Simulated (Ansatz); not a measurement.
# Quasiparticle gap of TiO2 (P3_121), part 2 of 2

Wanted: the gap of TiO2 (P3_121) with a many-body correction, and the time that it takes.

Ansatz 0.2.0; LDA, then G0W0 on it, plane waves, PAW. Known limits of the many-body steps: finite bands, screening cutoff and k mesh; no spin-orbit coupling in G0W0.

So far. Step 3 (Bands along the symmetry lines): Over mesh and path the gap is 3.654 eV, from k = (0.500, 0.000, 0.000) to k = (0.000, 0.000, 0.500). The least direct gap found is 3.722 eV, at k = (0.000, 0.000, 0.500).

In doubt: masses and optical values from hybrid runs of this build are listed as unsure (in some of the runs), which bears on the screening that GW takes from such a start.

**4. The quasiparticle correction**

G0W0 replaces the xc potential by a self-energy built once from the orbitals of the start. Levels are corrected in the window of bands that the input names, at points of the mesh.

This step: G0W0 on LDA, plane waves, PAW.

Contents of input.yaml:

```yaml
crystal:
  lattice:
    - [5.291, 0.0, 0.0]
    - [-2.6455, 4.5821404114, 0.0]
    - [0.0, 0.0, 6.133]
  atoms:
    - { symbol: Ti, position: [0.4584369692, 0.0, 0.3333333333] }
    - { symbol: Ti, position: [0.0, 0.4584369692, 0.6666666667] }
    - { symbol: Ti, position: [0.5415630308, 0.5415630308, 0.0] }
    - { symbol: O, position: [0.4119210658, 0.2878300503, 0.2237616203] }
    - { symbol: O, position: [0.7121699497, 0.1240910155, 0.5570949537] }
    - { symbol: O, position: [0.8759089845, 0.5880789342, 0.890428287] }
    - { symbol: O, position: [0.2878300503, 0.4119210658, 0.7762383797] }
    - { symbol: O, position: [0.1240910155, 0.7121699497, 0.4429050463] }
    - { symbol: O, position: [0.5880789342, 0.8759089845, 0.109571713] }
kpoints:
  mp_grid: { grid: [6, 6, 2] }
hamiltonian:
  xc: lda
scf:
  occupations: { method: fixed }
gw:
  n_empty_bands: 683
  ecut_chi: 160.0
  qp_bands: [v3, c3]
  qp_kpoints: band_edges
  screening: { model: contour_deformation }
```

Run with:

```sh
$ ansatz run input.yaml --threads 3 --pin off --max-ram 92160MiB --backend cuda --events-out ev --progress --plain --runs-dir out --devices 1 --max-vram 13GiB  # rebuilt from the run's record
```

Numbers of over 12 decimals in the logs are rounded to 6 here.

The log of the run:

```text
GPUs: using 1 of 1 available (devices: 1).
[...]
GPU FFT provider: cuFFT
GPU libraries: cuBLAS 13.8.2, cuFFT 12.4.0, cuSOLVER 12.3.4
Crystal: 9 atoms, lattice volume = 148.689 Å³
Basis set: ecut = 420 eV, 2943 PW (Γ)
Bands: 45, of which v1, the nominal top of the filled ones, is band 36 counted from 1 (35 counted from 0)
Symmetry: 6 space group operations
[...]
k-points: 14 of 72 (time reversal used)
[...]
GPU buffer pool allocated for 58320 grid points (all kernels)
[...]
SCF iter   1: F=—  HF=-10693.871135 eV  |F-HF|=—  |Δ(HF+E_count)|=         —  Δρ=1.51e-2  dr2=3.30e-1  ethr=1.77e-3  ⟨swp⟩=4.1  Hψ=2199  notcnv=0  defer=88
[...]
SCF iter   8: F=-10693.799962 eV  HF=-10693.799962 eV  |F-HF|=1.09e-9  |Δ(HF+E_count)|=   6.17e-8  Δρ=2.13e-6  dr2=1.45e-8  ethr=1.39e-10  ⟨swp⟩=9.4  Hψ=1907  notcnv=0
SCF 1 converged in 8 iterations: F = -10693.799962 eV  dr2 = 1.45e-8
[...]
the band table was solved once the SCF had ended and its energy, with any forces and stress, was formed, with the checks that follow a solve (2430 applications of the Hamiltonian). They found nothing against the state; the energy, forces and stress were not computed again (output.eigenvalues in the input reference)
[...]
G₀W₀ screening: q 1/14
[... further progress lines ...]
SCF converged after 8 iterations
Free energy (F): -10693.799962 eV
[...]
Internal energy: -10693.799962 eV  (E = F + TS)
E sigma→0 (E₀):  -10693.799962 eV
Fermi energy:    1.918761 eV
[...]
--- Band table (eV; the first three rows and the last of 14) ---
  k-point 0: bands = [... 32 lower, 1.0140, 1.5732, 1.6287, 1.6287, 5.7632, 6.2331, 6.2331, 6.5772, ... 5 higher]
  k-point 1: bands = [... 32 lower, 1.2819, 1.8454, 1.8454, 1.8508, 5.5725, 6.0984, 6.0984, 6.3081, ... 5 higher]
  k-point 2: bands = [... 32 lower, 1.2616, 1.4885, 1.5192, 1.6747, 5.8319, 6.1401, 6.2237, 6.5221, ... 5 higher]
  k-point 13: bands = [... 32 lower, 1.1485, 1.4120, 1.4120, 1.6460, 6.4894, 6.4894, 6.5119, 6.8522, ... 5 higher]
--- G₀W₀: contour deformation, 6 samples at zero and on the imaginary axis and 1 off it, 72 q-points, 683 empty bands' worth ---
  eigenvalues of the whole cell's RPA ε∞ on this k-mesh (on a slab, of 1 + 4πα/V) = 3.6742, 3.6742, 4.0938; static W/v taken at q = 0 is 0.245799
  bands read: the sum over 719 bands ends inside a degenerate multiplet in 2 slots, whose members it reads at an even weight; the widest, k=0: bands 719 to 720 (counted from 1) at 1/2 each
  gw.qp_kpoints: band_edges: 14 of 14 stored k-points solved, in 1 pass; an edge of the gap read off the rows below is read off those points alone
    ik  band        ε_KS         Σx   Σc(E_QP)       V_xc       Z   E_QP_lin       E_QP  E_QP is
     0    34      1.5732   -24.8470     4.3229   -19.8901  0.7142     0.9310     0.9392  root
     0    35      1.6287   -25.1287     4.2352   -20.2921  0.7143     1.0201     1.0273  root
     0    36      1.6287   -25.1287     4.2352   -20.2921  0.7143     1.0201     1.0273  root
     0    37      5.7632   -13.5846    -6.7806   -22.1069  0.7298     7.5694     7.5049  root
     0    38      6.2331   -13.7193    -6.5791   -21.9802  0.7261     7.9783     7.9149  root
     0    39      6.2331   -13.7193    -6.5791   -21.9802  0.7261     7.9783     7.9149  root
     1    34      1.8454   -25.3860     4.3139   -20.4655  0.7150     1.2317     1.2389  root
     1    35      1.8454   -25.3860     4.3139   -20.4655  0.7150     1.2317     1.2389  root
     1    36      1.8508   -25.0577     4.3159   -20.1130  0.7151     1.2143     1.2220  root
     1    37      5.5725   -13.2987    -6.7570   -21.7730  0.7300     7.3523     7.2899  root
     1    38      6.0984   -13.9434    -6.6278   -22.2999  0.7288     7.8915     7.8271  root
     1    39      6.0984   -13.9434    -6.6278   -22.2999  0.7288     7.8915     7.8271  root
     2    34      1.4885   -24.9026     4.2716   -20.0140  0.7133     0.8638     0.8716  root
     2    35      1.5192   -24.9559     4.1622   -20.2095  0.7130     0.9282     0.9351  root
     2    36      1.6747   -25.0918     4.2351   -20.2547  0.7144     1.0655     1.0727  root
     2    37      5.8319   -13.5216    -6.7318   -21.9806  0.7299     7.6228     7.5591  root
     2    38      6.1401   -13.7022    -6.5723   -21.9650  0.7276     7.8936     7.8306  root
     2    39      6.2237   -13.8289    -6.5881   -22.1009  0.7248     7.9716     7.9076  root
     3    34      1.7300   -25.1505     4.2978   -20.2393  0.7143     1.1091     1.1165  root
     3    35      1.7744   -25.2839     4.2954   -20.3809  0.7147     1.1596     1.1669  root
     3    36      1.8201   -25.1579     4.2987   -20.2413  0.7149     1.1948     1.2023  root
     3    37      5.6738   -13.3620    -6.7180   -21.7875  0.7293     7.4436     7.3813  root
     3    38      6.1682   -13.9832    -6.6828   -22.3927  0.7267     7.9604     7.8948  root
     3    39      6.2183   -14.0585    -6.6429   -22.4234  0.7261     8.0058     7.9402  root
     4    34      1.2743   -24.8105     4.2765   -19.9068  0.7124     0.6388     0.6471  root
     4    35      1.5921   -25.0280     4.2654   -20.1508  0.7137     0.9729     0.9804  root
     4    36      1.8301   -25.2532     4.2659   -20.3807  0.7153     1.2164     1.2235  root
     4    37      5.8780   -13.3781    -6.6326   -21.7272  0.7331     7.6563     7.5945  root
     4    38      5.9626   -13.6435    -6.6429   -21.9848  0.7269     7.7245     7.6611  root
     4    39      6.2231   -13.7178    -6.6189   -22.0313  0.7276     7.9816     7.9176  root
     5    34      1.5892   -24.9886     4.2823   -20.0844  0.7141     0.9595     0.9673  root
     5    35      1.6423   -25.2677     4.3315   -20.3140  0.7143     1.0124     1.0202  root
     5    36      1.7386   -25.1463     4.2993   -20.2278  0.7144     1.1118     1.1194  root
     5    37      5.9645   -13.5359    -6.6815   -21.9060  0.7262     7.7164     7.6531  root
     5    38      6.2473   -13.9838    -6.7586   -22.4646  0.7242     8.0367     7.9696  root
     5    39      6.4861   -14.1084    -6.6780   -22.4845  0.7207     8.2511     8.1842  root
     6    34      1.1770   -24.7605     4.2514   -19.8834  0.7117     0.5430     0.5513  root
     6    35      1.6688   -25.1653     4.3068   -20.2422  0.7142     1.0450     1.0526  root
     6    36      1.9188   -25.4015     4.2978   -20.4941  0.7157     1.3021     1.3092  root
     6    37      5.8694   -13.4885    -6.6500   -21.8403  0.7291     7.6337     7.5711  root
[...]
12    34      1.6006   -25.1816     4.2922   -20.2692  0.7143     0.9726     0.9804  root
    12    35      1.6006   -25.1816     4.2922   -20.2692  0.7143     0.9726     0.9804  root
    12    36      1.8322   -25.3044     4.3062   -20.3842  0.7152     1.2109     1.2182  root
    12    37      5.7045   -13.2193    -6.6707   -21.5977  0.7323     7.4735     7.4121  root
    12    38      6.2197   -13.7886    -6.5995   -22.0902  0.7274     7.9860     7.9217  root
    12    39      6.2197   -13.7886    -6.5995   -22.0902  0.7274     7.9860     7.9217  root
    13    34      1.4120   -25.0333     4.3527   -20.0435  0.7126     0.7665     0.7750  root
    13    35      1.4120   -25.0333     4.3527   -20.0435  0.7126     0.7665     0.7750  root
    13    36      1.6460   -25.2799     4.3694   -20.2685  0.7153     0.9958     1.0040  root
    13    37      6.4894   -13.9982    -6.6714   -22.3339  0.7172     8.2200     8.1537  root
    13    38      6.4894   -13.9982    -6.6714   -22.3339  0.7172     8.2200     8.1537  root
    13    39      6.5119   -14.1577    -6.8538   -22.7112  0.7150     8.2815     8.2117  root
```

Run time: 2.3 min. Hardware: 1 × NVIDIA H100 80GB HBM3 (shared by 6 runs) with 3 threads of AMD EPYC 7R13 (Zen 3), shared host; peak memory 2.6 GiB; 3.5 min of CPU time.

Numbers from this step:

```
bands summed                                    : 719
RPA ε∞ on this mesh (eigenvalues)               : 3.674, 3.674, 4.094
plane waves in the screening matrix             : 709
q-points in the mesh                            : 72
G0W0 gap over the corrected points              : 5.981 eV
k of the valence top                            : 0, -0.5, 0
k of the conduction bottom                      : 0, 0, -0.5
starting gap on the mesh                        : 3.654 eV
Z at the valence top                            : 0.7157
Z at the conduction bottom                      : 0.7300
least direct G0W0 gap over the corrected points : 6.051 eV
```

Over all 14 irreducible mesh points the G0W0 gap is 5.981 eV, from k = (0.000, -0.500, 0.000) to k = (0.000, 0.000, -0.500). The LDA gap of this run on the mesh is 3.654 eV. The two states that bound the G0W0 gap lie that far apart at the start, so the correction of the gap is 5.981 − 3.654 = +2.327 eV. The start of this run differs from the step before in mesh (6×6×4 and 6×6×2).

Labels follow the order of the start: v1 is the top filled band, c1 the lowest empty one; levels that stay degenerate share a row, the window can cut a multiplet, doubted levels are not marked in this list, bands outside the window were not corrected, and the list may be a part of the corrected levels. Levels before and after the correction, in eV, zero at the valence-band top of each column:

```csv
,conduction bottom,valence top
Kohn-Sham,3.65,0.00
G0W0,5.98,0.00
```

```csv
,level,occupation,energy (eV)
Kohn-Sham,(0 0 -0.5) v3-v2,2,-0.073
Kohn-Sham,(0 0 -0.5) v1,2,-0.068
Kohn-Sham,(0 0 -0.5) c1,0,3.654
Kohn-Sham,(0 0 -0.5) c2-c3,0,4.180
Kohn-Sham,(0 -0.5 0) v3,2,-0.742
Kohn-Sham,(0 -0.5 0) v2,2,-0.250
Kohn-Sham,(0 -0.5 0) v1,2,0.000
Kohn-Sham,(0 -0.5 0) c1,0,3.951
Kohn-Sham,(0 -0.5 0) c2,0,3.960
Kohn-Sham,(0 -0.5 0) c3,0,4.301
G0W0,(0 0 -0.5) v3-v2,2,-0.070
G0W0,(0 0 -0.5) v1,2,-0.087
G0W0,(0 0 -0.5) c1,0,5.981
G0W0,(0 0 -0.5) c2-c3,0,6.518
G0W0,(0 -0.5 0) v3,2,-0.758
G0W0,(0 -0.5 0) v2,2,-0.257
G0W0,(0 -0.5 0) v1,2,0.000
G0W0,(0 -0.5 0) c1,0,6.262
G0W0,(0 -0.5 0) c2,0,6.289
G0W0,(0 -0.5 0) c3,0,6.611
```

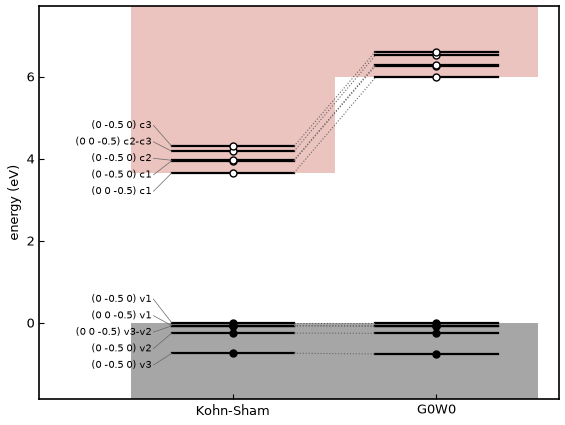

Levels before and after the correction. Shaded: valence and conduction bands. Filled marks are occupied levels, open marks empty ones.

The parts of the quasiparticle energy for the two states that bound the G0W0 gap, in eV on the run's own scale (QP = start + Σx + Σc − Vxc, with Σc at the quasiparticle energy):

```csv
edge,k,band,start,Σx,Σc,Vxc,Z,QP
valence top,"(0.000, -0.500, 0.000)",36,1.919,−25.401,4.298,−20.494,0.716,1.309
conduction bottom,"(0.000, 0.000, -0.500)",37,5.572,−13.299,−6.757,−21.773,0.730,7.290
```

**5. The runs together**

Each gap is the least one over the points named; times are wall times on shared hosts, not benchmarks. A G0W0 time includes the run's own self-consistent start. Rows marked * are further runs, not shown as steps, whose inputs differ from the G0W0 step on the same start in the columns given; solver thresholds can differ too. Rows marked ? have an edge level that the program doubts. Symmetry makes (0.500, 0.000, 0.000) and (0.000, -0.500, 0.000) one point. Symmetry makes (0.000, 0.000, 0.500) and (0.000, 0.000, -0.500) one point.

```csv
level,mesh,"files, cutoff","bands summed, screening",points,gap (eV),valence top,conduction bottom,least direct gap (eV),time
LDA,6×6×4,"soft_2 PAW, 420 eV",-,mesh and path,3.654,"(0.500, 0.000, 0.000)","(0.000, 0.000, 0.500)",3.722,10 s
G0W0@LDA*?,6×6×2,"soft_2 PAW, 420 eV","148, 48 eV",all 14 irreducible mesh points,6.262,"(0.000, -0.500, 0.000)","(0.000, 0.000, -0.500)",6.334,13 s
G0W0@LDA*,6×6×2,"soft_2 PAW, 420 eV","353, 96 eV",all 14 irreducible mesh points,5.983,"(0.000, -0.500, 0.000)","(0.000, 0.000, -0.500)",6.058,38 s
G0W0@LDA,6×6×2,"soft_2 PAW, 420 eV","719, 160 eV",all 14 irreducible mesh points,5.981,"(0.000, -0.500, 0.000)","(0.000, 0.000, -0.500)",6.051,2.3 min
G0W0@LDA*,3×3×2,"soft_2 PAW, 420 eV","353, 96 eV",all 6 irreducible mesh points,6.069,"(0.000, 0.000, -0.500)","(0.000, 0.000, -0.500)",6.069,8.8 s
G0W0@LDA*,6×6×2,"soft_2 PAW, 420 eV","353, 96 eV, plasmon pole",all 14 irreducible mesh points,6.099,"(0.000, -0.500, 0.000)","(0.000, 0.000, -0.500)",6.175,52 s
```

**6. What came out**

```json
{
  "LDA gap over mesh and path": "3.654 eV, from k = (0.500, 0.000, 0.000) to k = (0.000, 0.000, 0.500)",
  "G0W0@LDA gap over all 14 irreducible mesh points": "5.981 eV, from k = (0.000, -0.500, 0.000) to k = (0.000, 0.000, -0.500)",
  "GW settings": "6×6×2 mesh, 683 empty bands, screening to 160 eV",
  "known limits": "finite bands, screening cutoff and k mesh; no spin-orbit coupling in G0W0"
}
```

Over all 14 irreducible mesh points the G0W0 gap is 5.981 eV, from k = (0.000, -0.500, 0.000) to k = (0.000, 0.000, -0.500). The LDA gap of this run on the mesh is 3.654 eV. The two states that bound the G0W0 gap lie that far apart at the start, so the correction of the gap is 5.981 − 3.654 = +2.327 eV. The valence state moves by 1.309 − 1.919 = −0.610 eV and the conduction state by 7.290 − 5.572 = +1.718 eV, on the run's own scale; how far single levels stand from their limit in bands is not shown. Both edges that LDA shows over mesh and path lie at k points where levels were corrected. Levels at other points were not corrected, so a lower G0W0 gap elsewhere in the zone is not ruled out. From 148 bands and 48 eV to 719 bands and 160 eV the gap moves by 5.981 − 6.262 = −0.281 eV (rung by rung 6.262, 5.983, 5.981 eV); bands and screening cutoff rise together, so their parts are not told apart. An edge row is in doubt in the run with 148 bands, so no limit is drawn and it is not known. With the 3×3×2 mesh in place of the 6×6×2 mesh and all else as in the G0W0@LDA row with 353 bands, the gap differs by 6.069 − 5.983 = +0.086 eV, and that of the start by 3.721 − 3.654 = +0.067 eV; an edge lies at another k point, so this need not be the shift of one pair of states. With the plasmon pole model in place of the contour deformation model and all else as in the G0W0@LDA row with 353 bands, the gap differs by 6.099 − 5.983 = +0.116 eV. G0W0 on other starts in this series, not shown as steps and not all at these settings: 6.517 eV on HSE06 (6×6×2, soft_2 PAW, 353 bands, 96 eV) and 6.827 eV on PBE0 (6×6×2, soft_2 PAW, 353 bands, 96 eV). The G0W0 runs are scalar-relativistic. G0W0@LDA runs of this series with other atomic data on the same mesh, not shown as steps, give 5.982 eV (hard PAW, 930 eV, 353 bands, screening to 96 eV; the table's row with the same empty bands and screening cutoff has 5.983 eV); where bands and cutoffs differ too, the part of the files is not isolated.

[Paths, hosts, dates, memory and timing lines, banners, echoed tables and standing remarks are left out of the program output.]

[Logs are printed without paths, hosts, clocks, repeated set-up lines and the standing remarks that a program may print on its own settings, such as how far it seeks lower states.]

[Runs of the session that timed out or met a known fault of the program may be left out.]

[Cells called generated may have been cut or substituted from an entry of the Crystallography Open Database or the Materials Project.]

[Hosts, paths, dates, database ids (printed as entryN), source tags and the programs' standing remarks are cut or masked in the printed files.]

[Where an RPA ε∞ is given, it is that of the G0W0 mesh and is not shown converged in it. Names of k-points follow the symmetry that the program found, which can be lower than the space group named. Band edges on a path are those of the sampled points; other points can move an edge, and change direct to indirect where valleys lie close.]

[Hybrid gaps are those of their k-mesh and are not shown converged in it.]
